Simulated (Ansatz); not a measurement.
Geometry relaxation, with input and output: GaN

The run: geometry relaxation of GaN (P6₃mc, 4 atoms in the cell). Method and program: DFT r2SCAN, scalar-relativistic, plane waves, PAW, no spin polarisation (Ansatz 0.2.0).

The structure derives from a Materials Project entry.

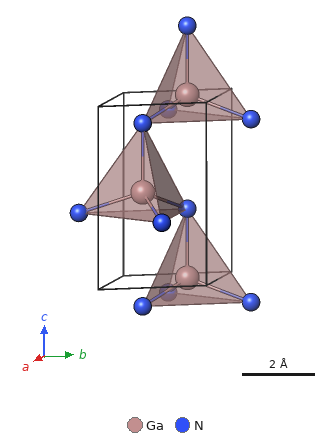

Fig. 1: The structure as given in the input (polyhedral view of the cell of the calculation, seen slightly off an axis; polyhedra are completed across the faces of the cell). An atom can appear more than once, as a periodic image.

### Results in brief

- outcome: converged
- space group (tolerance 0.01 Å): P6₃mc (186)
- electrons treated: 36
- free energy: −8352.7745 eV
- Fermi energy: 10.662 eV
- gap on the k-point mesh: 2.35 eV
- pressure: 0.00 GPa
- final volume: 45.48 Å³
- largest force (length of the vector) at the end: 0.001 eV/Å
- final cell: a = 3.183 Å, b = 3.183 Å, c = 5.184 Å, α = 90.00°, β = 90.00°, γ = 120.00°
- hardware: 2 threads of Oxide Virtual Turin-like (Zen 5), 32 GiB of memory available, shared host
- wall time: 28 s (CPU time 54 s)
- peak memory: 0.56 GiB

### Input
```yaml
crystal:
  lattice:
    - [3.1889304035, 0.0, 0.0]
    - [-1.5944652018, 2.7616947404, 0.0]
    - [0.0, 0.0, 5.19235725]
  atoms:
    - { symbol: Ga, position: [0.66666667, 0.33333333, 0.49908371] }
    - { symbol: Ga, position: [0.33333333, 0.66666667, 0.99908371] }
    - { symbol: "N", position: [0.66666667, 0.33333333, 0.87591629] }
    - { symbol: "N", position: [0.33333333, 0.66666667, 0.37591629] }
basis:
  ecutwfc: 500
kpoints:
  mp_grid: { grid: [12, 12, 6] }
hamiltonian:
  xc: r2scan
scf:
  occupations: { method: gaussian, width: 0.02 }
output:
  forces: true
  stress: true
  eigenvalues: true
relax:
  adjacent_minimum: "off"
  f_tol: 0.005
  max_steps: 80
  cell: { stress_tol: 0.05 }
```

Launched with:
```bash
ansatz run input.yaml --threads 2 --pin off --max-ram 5120MiB --backend cpu --events-out ev --progress --plain --runs-dir out
```

### The program's output
```
Engine: ansatz 0.2.0, x86_64-unknown-linux-gnu
Pseudopotentials: kind: paw
Pseudopotential: Ga, paw, valence charge 13, recommended cutoff 500 eV (meta_gga), Ga.paw.azcp
Pseudopotential: N, paw, valence charge 5, recommended cutoff 500 eV (meta_gga), N.paw.azcp
Functional definition: r2SCAN
  parameter k0 = 0.174
  parameter k1 = 0.065
  parameter a1 = 4.9479
  exchange = r2scan_x(k0 = k0, k1 = k1, a1 = a1)
  correlation = r2scan_c
Crystal: 4 atoms, lattice volume = 45.728 Å³
Basis set: ecut = 500 eV, 1141 PW (Γ), exchange–correlation on 96×96×160 points (64 copies of the dense FFT grid, shifted against one another)
Bands: 22, of which v1, the nominal top of the filled ones, is band 18 counted from 1 (17 counted from 0)
Symmetry: 12 space group operations
Space group: P63mc (ITA 186), of the structure as read, at distance tolerance 3.6e-5 Å
k-points: 76 of 864 (time reversal used)
Non-local potential: Ga, projectors of the file, l = 0: 2, l = 1: 2, l = 2: 3, l = 3: 1
Non-local potential: N, projectors of the file, l = 0: 2, l = 1: 2, l = 2: 1
PAW form: soft (Blöchl's): semilocal exchange-correlation on the pseudo side does not see the compensation charge
PAW frozen core: Ga, regenerated for the run's functional (the file was generated under x = pbe(κ = 0.804, μ = 0.2195149727645171), c = pbe(β = 0.06672455060314922))
PAW frozen core: N, regenerated for the run's functional (the file was generated under x = pbe(κ = 0.804, μ = 0.2195149727645171), c = pbe(β = 0.06672455060314922))
PAW one-centre angular grid: Ga, 590 points (default); XC on 160 Gauss nodes
PAW one-centre angular grid: N, 302 points (default); XC on 160 Gauss nodes
Initial density: superposition of atomic densities (neutral atoms: chi_scale 0, normalization atom), corrected by the library's trained network
Initial wavefunctions: pseudopotential atomic-orbital guess
Functional: x = r2scan, c = r2scan; τ floored in thin density (d = 2e-4 eV/Å³)
SCF iter   1: F=—  HF=-8352.711823 eV  |F-HF|=—  |Δ(HF+E_count)|=         —  Δρ=1.25e-2  dr2=2.66e-2  dr2_τ=1.88e-1  ethr=1.77e-3  ⟨swp⟩=5.5  Hψ=7048  notcnv=0
preconditioner: auto → Resta (q_TF=auto, 2.622 Å⁻¹)  ε∞=4.5  [insulator: Δε(μ)=2.275 eV  Ē_g=17.609 eV  σ=0.020 eV  W_gap=1.00  n_scr=22 (ndim 8)  ℏωp=32.9 eV  f_vac=0.008  D(μ)=0.00/eV (n_scr^D=0)  ε∞_Penn≈4.5]
SCF iter   2: F=—  HF=-8352.774137 eV  |F-HF|=—  |Δ(HF+E_count)|=   6.23e-2  Δρ=5.84e-3  dr2=9.46e-3  dr2_τ=3.14e-4  ethr=7.40e-5  ⟨swp⟩=2.9  Hψ=4173  notcnv=0
SCF iter   3: F=—  HF=-8352.773610 eV  |F-HF|=—  |Δ(HF+E_count)|=   5.27e-4  Δρ=3.68e-3  dr2=2.65e-3  dr2_τ=8.79e-5  ethr=2.63e-5  ⟨swp⟩=3.0  Hψ=3204  notcnv=0
SCF iter   4: F=—  HF=-8352.773628 eV  |F-HF|=—  |Δ(HF+E_count)|=   1.78e-5  Δρ=2.96e-4  dr2=2.11e-5  dr2_τ=8.07e-6  ethr=7.36e-6  ⟨swp⟩=3.0  Hψ=3247  notcnv=0
SCF iter   5: F=—  HF=-8352.773650 eV  |F-HF|=—  |Δ(HF+E_count)|=   2.28e-5  Δρ=1.29e-4  dr2=3.98e-6  dr2_τ=4.31e-7  ethr=5.87e-8  ⟨swp⟩=2.0  Hψ=2880  notcnv=0
SCF iter   6: F=—  HF=-8352.773655 eV  |F-HF|=—  |Δ(HF+E_count)|=   4.41e-6  Δρ=3.54e-5  dr2=6.03e-7  dr2_τ=2.77e-8  ethr=1.10e-8  ⟨swp⟩=2.7  Hψ=3040  notcnv=0
SCF iter   7: F=—  HF=-8352.773655 eV  |F-HF|=—  |Δ(HF+E_count)|=   8.37e-9  Δρ=1.77e-5  dr2=1.42e-7  dr2_τ=8.84e-9  ethr=2.78e-10  ⟨swp⟩=6.1  Hψ=7874  notcnv=0
SCF iter   8: F=-8352.773655 eV  HF=-8352.773655 eV  |F-HF|=1.64e-8  |Δ(HF+E_count)|=   2.30e-8  Δρ=7.92e-6  dr2=2.85e-8  dr2_τ=4.81e-10  ethr=2.78e-10  ⟨swp⟩=4.0  Hψ=5152  notcnv=0
SCF 1 converged in 8 iterations: F = -8352.773655 eV  dr2 = 2.85e-8
  greatest PAW one-centre occupation: 0.995 electrons in one spin orbital (limit 2), on the Ga atom at site 1 (counted from 0), in its partial waves of l = 2
relax step   1: F+E_penalty+E_count = -8352.77365477 eV  Δ(F+E_penalty+E_count) = +0.000e0 eV  max|allowed force component| = 1.114e-3 eV/Å  Δτ_max = 0.0000 Å  P = -1.037 GPa  Ω = 45.728 Å³  (8 SCF iters, dr2 threshold 1.00e-7 eV, accepted)
Crystal: 4 atoms, lattice volume = 45.577 Å³
Initial density: handed on by an earlier stage of this run
Initial wavefunctions: those handed on with the density
iter 1 solved again at ethr=3.45e-7 eV; its pass at ethr=3.10e-3 eV (dr2=1.24e-4 eV) is discarded
SCF iter   1: F=—  HF=-8352.774266 eV  |F-HF|=—  |Δ(HF+E_count)|=         —  Δρ=4.82e-4  dr2=1.21e-4  dr2_τ=1.32e-4  ethr=3.45e-7  ⟨swp⟩=2.4  Hψ=8153  notcnv=0
preconditioner: auto → Resta (q_TF=auto, 2.623 Å⁻¹)  ε∞=4.6  [insulator: Δε(μ)=2.339 eV  Ē_g=17.513 eV  σ=0.020 eV  W_gap=1.00  n_scr=22 (ndim 8)  ℏωp=33.0 eV  f_vac=0.010  D(μ)=0.00/eV (n_scr^D=0)  ε∞_Penn≈4.6]
SCF iter   2: F=—  HF=-8352.774429 eV  |F-HF|=—  |Δ(HF+E_count)|=   1.63e-4  Δρ=2.18e-4  dr2=2.91e-5  dr2_τ=9.43e-7  ethr=3.35e-7  ⟨swp⟩=2.0  Hψ=3040  notcnv=0
SCF iter   3: F=—  HF=-8352.774426 eV  |F-HF|=—  |Δ(HF+E_count)|=   2.88e-6  Δρ=1.06e-4  dr2=3.72e-6  dr2_τ=3.54e-7  ethr=8.09e-8  ⟨swp⟩=2.0  Hψ=2338  notcnv=0
SCF iter   4: F=—  HF=-8352.774425 eV  |F-HF|=—  |Δ(HF+E_count)|=   6.35e-7  Δρ=3.55e-5  dr2=5.83e-7  dr2_τ=4.34e-8  ethr=1.03e-8  ⟨swp⟩=2.0  Hψ=2933  notcnv=0
SCF iter   5: F=-8352.774425 eV  HF=-8352.774425 eV  |F-HF|=1.05e-7  |Δ(HF+E_count)|=   6.84e-8  Δρ=1.84e-5  dr2=2.29e-7  dr2_τ=4.73e-9  ethr=1.11e-9  ⟨swp⟩=5.0  Hψ=7122  notcnv=0
SCF 2 converged in 5 iterations: F = -8352.774425 eV  dr2 = 2.29e-7
  greatest PAW one-centre occupation: 0.995 electrons in one spin orbital (limit 2), on the Ga atom at site 0 (counted from 0), in its partial waves of l = 2
relax step   2: F+E_penalty+E_count = -8352.77442521 eV  Δ(F+E_penalty+E_count) = -7.704e-4 eV  max|allowed force component| = 9.757e-4 eV/Å  Δτ_max = 0.0001 Å  P = -0.397 GPa  Ω = 45.577 Å³  energy of the carried Pulay correction = +9.328e-5 eV  (5 SCF iters, dr2 threshold 4.00e-7 eV, accepted)
Crystal: 4 atoms, lattice volume = 45.484 Å³
Basis set: ecut = 500 eV, 1129 PW (Γ), exchange–correlation on 96×96×160 points (64 copies of the dense FFT grid, shifted against one another)
iter 1 solved again at ethr=1.54e-7 eV; its pass at ethr=3.10e-3 eV (dr2=5.56e-5 eV) is discarded
SCF iter   1: F=—  HF=-8352.774536 eV  |F-HF|=—  |Δ(HF+E_count)|=         —  Δρ=3.19e-4  dr2=5.42e-5  dr2_τ=5.17e-5  ethr=1.54e-7  ⟨swp⟩=2.6  Hψ=8182  notcnv=0
preconditioner: auto → Resta (q_TF=auto, 2.624 Å⁻¹)  ε∞=4.6  [insulator: Δε(μ)=2.352 eV  Ē_g=17.527 eV  σ=0.020 eV  W_gap=1.00  n_scr=22 (ndim 8)  ℏωp=33.0 eV  f_vac=0.010  D(μ)=0.00/eV (n_scr^D=0)  ε∞_Penn≈4.6]
SCF iter   2: F=—  HF=-8352.774598 eV  |F-HF|=—  |Δ(HF+E_count)|=   6.23e-5  Δρ=1.42e-4  dr2=1.25e-5  dr2_τ=4.49e-7  ethr=1.51e-7  ⟨swp⟩=2.0  Hψ=3040  notcnv=0
SCF iter   3: F=—  HF=-8352.774597 eV  |F-HF|=—  |Δ(HF+E_count)|=   1.19e-6  Δρ=6.59e-5  dr2=1.40e-6  dr2_τ=1.20e-7  ethr=3.49e-8  ⟨swp⟩=2.0  Hψ=2194  notcnv=0
SCF iter   4: F=-8352.774597 eV  HF=-8352.774597 eV  |F-HF|=2.91e-7  |Δ(HF+E_count)|=   1.17e-7  Δρ=2.52e-5  dr2=3.23e-7  dr2_τ=2.51e-8  ethr=1.11e-9  ⟨swp⟩=5.6  Hψ=7513  notcnv=0
SCF 3 converged in 4 iterations: F = -8352.774597 eV  dr2 = 3.23e-7
relax step   3: F+E_penalty+E_count = -8352.77459686 eV  Δ(F+E_penalty+E_count) = -1.717e-4 eV  max|allowed force component| = 4.878e-4 eV/Å  Δτ_max = 0.0001 Å  P = +0.005 GPa  Ω = 45.484 Å³  energy of the carried Pulay correction = +1.510e-4 eV  (4 SCF iters, dr2 threshold 3.98e-7 eV, accepted)
Initial wavefunctions: pseudopotential atomic-orbital guess (no wavefunctions were taken with the density)
iter 1 solved again at ethr=2.43e-8 eV; its pass at ethr=3.10e-3 eV (dr2=8.73e-6 eV) is discarded
SCF iter   1: F=—  HF=-8352.774450 eV  |F-HF|=—  |Δ(HF+E_count)|=         —  Δρ=3.17e-5  dr2=3.79e-7  dr2_τ=4.77e-8  ethr=2.43e-8  ⟨swp⟩=3.0  Hψ=11923  notcnv=0
preconditioner: auto → Resta (q_TF=auto, 2.624 Å⁻¹)  ε∞=4.6  [insulator: Δε(μ)=2.351 eV  Ē_g=17.526 eV  σ=0.020 eV  W_gap=1.00  n_scr=22 (ndim 8)  ℏωp=33.0 eV  f_vac=0.010  D(μ)=0.00/eV (n_scr^D=0)  ε∞_Penn≈4.6]
SCF iter   2: F=—  HF=-8352.774451 eV  |F-HF|=—  |Δ(HF+E_count)|=   1.44e-6  Δρ=1.52e-5  dr2=8.88e-8  dr2_τ=8.92e-9  ethr=1.05e-9  ⟨swp⟩=2.0  Hψ=2889  notcnv=0
SCF iter   3: F=—  HF=-8352.774451 eV  |F-HF|=—  |Δ(HF+E_count)|=   1.94e-8  Δρ=9.53e-6  dr2=3.07e-8  dr2_τ=8.38e-10  ethr=2.47e-10  ⟨swp⟩=2.0  Hψ=2453  notcnv=0
SCF iter   4: F=—  HF=-8352.774451 eV  |F-HF|=—  |Δ(HF+E_count)|=   6.01e-9  Δρ=1.44e-6  dr2=1.07e-9  dr2_τ=2.40e-10  ethr=8.51e-11  ⟨swp⟩=2.0  Hψ=3040  notcnv=0
SCF iter   5: F=—  HF=-8352.774451 eV  |F-HF|=—  |Δ(HF+E_count)|=  6.00e-11  Δρ=5.32e-7  dr2=1.11e-10  dr2_τ=4.99e-12  ethr=2.96e-12  ⟨swp⟩=2.0  Hψ=2956  notcnv=0
SCF iter   6: F=-8352.774451 eV  HF=-8352.774451 eV  |F-HF|=1.82e-12  |Δ(HF+E_count)|=  3.64e-11  Δρ=7.42e-8  dr2=1.92e-12  dr2_τ=1.02e-13  ethr=1.00e-12  ⟨swp⟩=4.0  Hψ=6059  notcnv=0
SCF 4 converged in 6 iterations: F = -8352.774451 eV  dr2 = 1.92e-12
relax step   4: F+E_penalty+E_count = -8352.77445101 eV  Δ(F+E_penalty+E_count) = +1.459e-4 eV  max|allowed force component| = 5.098e-4 eV/Å  Δτ_max = 0.0000 Å  P = +0.004 GPa  Ω = 45.484 Å³  stress off target by 4.47e-3 GPa  SCF on the basis re-selected at this cell (its energy is not comparable with the rows above)  (6 SCF iters)
```

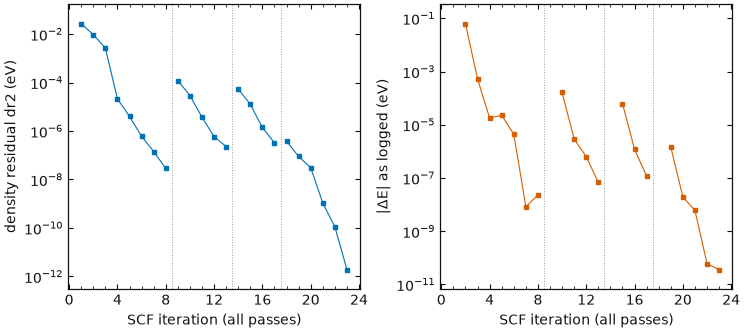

Fig. 2: Convergence of the self-consistent field: density residual dr2 and size of the energy change against the SCF iteration. The dotted lines part the SCF passes of the relaxation: geometry steps, rejected trials and re-solves on a re-selected basis. The passes take 8, 5, 4 and 6 iterations.

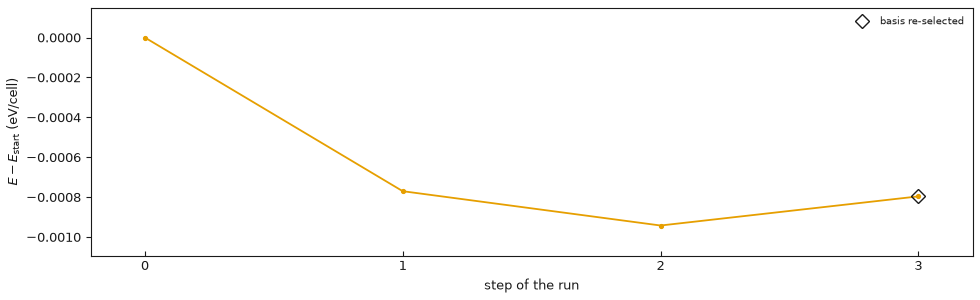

Fig. 3: Progress of the relaxation, step by step (the first geometry is step 0 here and step 1 in the log). Over 2 geometry steps the energy falls by 0.9 meV per cell of the calculation. Largest force component: 0.0011 eV/Å at the start, 0.00051 eV/Å at the end. Pressure: −1.04 GPa at the start and 0.00 GPa at the end. The atoms keep their places relative to the cell (all moves are under 0.005 Å). The volume changes by −0.5 %, with a = b 3.189 → 3.183 Å (−0.2 %), c 5.192 → 5.184 Å (−0.2 %). The space group stays P6_3mc (No. 186). A last SCF at the same geometry on a re-selected plane-wave basis shifts the energy by +0.1 meV per cell of the calculation. (Atoms are counted from 1 in the order of the input.)

```
basis re-selected at this cell: Δ(F+E_penalty+E_count) = +1.459e-4 eV, ΔP = -0.001 GPa vs the last step (what re-selecting the basis moved, of the pressure what is left beyond the Pulay correction that the steps carried, after the strain that the cell walked since its last selection, with what the two solves' SCF thresholds leave and, on support functions, any second-order correction that the steps lacked; it is no measure of the basis error at this ecutwfc). This SCF's stress stands 4.47e-3 GPa from its target on what of the cell is left free (relax.cell.stress_tol is 5.00e-2 GPa) and its largest allowed force component is 5.10e-4 eV/Å (relax.f_tol is 5.00e-3 eV/Å): within both
SCF converged after 6 iterations
Free energy (F): -8352.774451 eV
Harris-Foulkes:  -8352.774451 eV  (|F-HF|=1.82e-12)
Internal energy: -8352.774451 eV  (E = F + TS)
E sigma→0 (E₀):  -8352.774451 eV
Fermi energy:    10.662145 eV
--- Per-component energies (eV) ---
  E_band       = -29.650686
  E_kinetic    = 494.367842
  E_local      = -3904.020190  (includes V_loc(G=0)·N_el)
  E_nonlocal   = 952.977843
  E_hartree    = 1801.761594
  E_xc         = -243.549170
  E_vxc        = -287.265896  (∫ρ·V_xc dr)
  E_paw        = -4274.771426  (= ΣΔE_a)
  E_vpaw       = -904.915198  (= ΣTr[D̂ρ^β])
  E_aug_tail   = -0.000045  (compensation charges beyond the density's cutoff)
  E_vtau       = 15.681824  (kinetic-family band-sum trace: ∫τ·v_τ [+ j·A + Jᵃ·Aᵃ] dr)
  E_ewald      = -3178.175630
  E_core_change = -1.365269  (= ΣΔE_core)
  E_smearing   = -0.000000  (= −TS)
  E_closure    = -0.000000  (closes the sum)
  Σ components = -8352.774451   (vs F -8352.774451, Δ=0.00e0)
--- Forces (eV/Å), atoms counted from 1 ---
  atom   1  Ga    -0.00000000    -0.00000000     0.00051611
  atom   2  Ga    -0.00000000     0.00000000     0.00051611
  atom   3  N      0.00000000    -0.00000000    -0.00050349
  atom   4  N      0.00000000     0.00000000    -0.00050349
  max |Σ_I F_I| component: 2.52e-5 eV/Å
--- Stress (GPa, compression-positive) ---
        0.004465       0.000000       0.000000
        0.000000       0.004465       0.000000
        0.000000       0.000000       0.002524
  P = ⅓ Tr σ = 0.0038 GPa (0.038 kbar)
--- Band table (eV; the first three rows and the last of 76) ---
  k-point 0: bands = ["-7.3242", "-6.3458", "-4.4041", "-4.3888", "-4.3888", "-4.3215", "-4.3215", "-4.1091", "-4.1091", "-4.0118", "-4.0118", "-2.8747", "2.2942", "8.4192", "8.4192", "9.4507", "9.4866", "9.4866", "11.8376", "14.3212", "19.4576", "20.0866"]
  k-point 1: bands = ["-7.2437", "-6.3862", "-4.3868", "-4.3868", "-4.3799", "-4.3284", "-4.3284", "-4.1003", "-4.1003", "-4.0162", "-4.0162", "-3.1340", "2.7953", "8.4875", "8.4875", "8.6496", "9.4119", "9.4119", "12.5117", "14.3746", "19.2504", "20.1158"]
  k-point 2: bands = ["-7.0276", "-6.5196", "-4.3792", "-4.3792", "-4.3453", "-4.3453", "-4.2843", "-4.0782", "-4.0782", "-4.0298", "-4.0298", "-3.6407", "4.0165", "7.1702", "8.6763", "8.6763", "9.2101", "9.2101", "13.5545", "14.4523", "18.8230", "19.2555"]
  k-point 75: bands = ["-6.1573", "-6.1573", "-4.2539", "-4.2539", "-4.2386", "-4.2386", "-4.0887", "-4.0887", "-4.0701", "-4.0701", "-2.4635", "-2.4635", "3.2352", "3.2352", "5.1878", "5.1878", "7.9618", "7.9618", "16.5192", "16.5192", "17.3676", "17.3676"]
--- Relaxed structure (3 steps of the walk, 3 accepted, 1 SCFs on fresh bases) ---
  F+E_penalty+E_count = -8352.77445101 eV   max|allowed force component| = 5.098e-4 eV/Å   (the final SCF, on the basis selected at the relaxed cell)
  cell:  # Å, volume = 45.4842 Å³
    - [3.1830969065947596, 2.8814734872148533e-11, -4.591145171323953e-19]
    - [-1.591548453322334, 2.756642783804317, 3.7603919144274226e-19]
    - [-7.475505232019548e-19, 2.754057191875265e-19, 5.183582926303451]
  atoms:
    - { symbol: Ga, position: [0.6666666666666666, 0.3333333333333333, 0.4991072757009855] }
    - { symbol: Ga, position: [0.3333333333333333, 0.6666666666666666, 0.9991072757009855] }
    - { symbol: N, position: [0.6666666666666666, 0.3333333333333333, 0.8758927242990145] }
    - { symbol: N, position: [0.3333333333333333, 0.6666666666666666, 0.3758927242990145] }
```

### Trajectory as extended XYZ (Å, eV, eV/Å), 4 frames, from step=1 to step=4
```
4
Lattice="3.1889 0.0000 0.0000 -1.5945 2.7617 0.0000 0.0000 0.0000 5.1924" Properties=species:S:1:pos:R:3:forces:R:3 step=1 energy=-8352.77366 pressure_GPa=-1.04
Ga    1.5945    0.9206    2.5914    0.0000   0.0000   0.0011
Ga    0.0000    1.8411    5.1876    0.0000   0.0000   0.0011
N     1.5945    0.9206    4.5481    0.0000   0.0000  -0.0011
N     0.0000    1.8411    1.9519    0.0000   0.0000  -0.0011
4
Lattice="3.1853 0.0000 0.0000 -1.5927 2.7586 0.0000 0.0000 0.0000 5.1870" Properties=species:S:1:pos:R:3:forces:R:3 step=2 energy=-8352.77442 pressure_GPa=-0.40
Ga    1.5927    0.9195    2.5888    0.0000   0.0000   0.0010
Ga    0.0000    1.8390    5.1823    0.0000   0.0000   0.0010
N     1.5927    0.9195    4.5433    0.0000   0.0000  -0.0010
N     0.0000    1.8390    1.9498    0.0000   0.0000  -0.0010
4
Lattice="3.1831 0.0000 0.0000 -1.5915 2.7566 0.0000 0.0000 0.0000 5.1836" Properties=species:S:1:pos:R:3:forces:R:3 step=3 energy=-8352.77460 pressure_GPa=0.00
Ga    1.5915    0.9189    2.5872    0.0000   0.0000   0.0005
Ga    0.0000    1.8378    5.1790    0.0000   0.0000   0.0005
N     1.5915    0.9189    4.5403    0.0000   0.0000  -0.0005
N     0.0000    1.8378    1.9485    0.0000   0.0000  -0.0005
4
Lattice="3.1831 0.0000 0.0000 -1.5915 2.7566 0.0000 0.0000 0.0000 5.1836" Properties=species:S:1:pos:R:3:forces:R:3 step=4 energy=-8352.77445 pressure_GPa=0.00
Ga    1.5915    0.9189    2.5872    0.0000   0.0000   0.0005
Ga    0.0000    1.8378    5.1790    0.0000   0.0000   0.0005
N     1.5915    0.9189    4.5403    0.0000   0.0000  -0.0005
N     0.0000    1.8378    1.9485    0.0000   0.0000  -0.0005
```

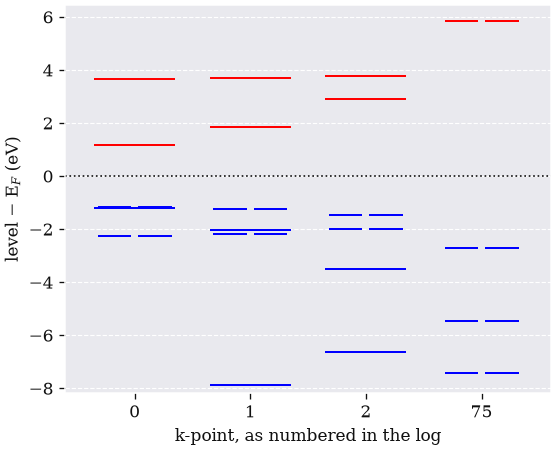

Fig. 4: Kohn–Sham levels near the Fermi level (dotted) at the few k-points that the log prints; levels within 0.02 eV of each other stand side by side. Among these points the highest filled and lowest empty levels are 2.35 eV apart, which is the gap on the mesh.
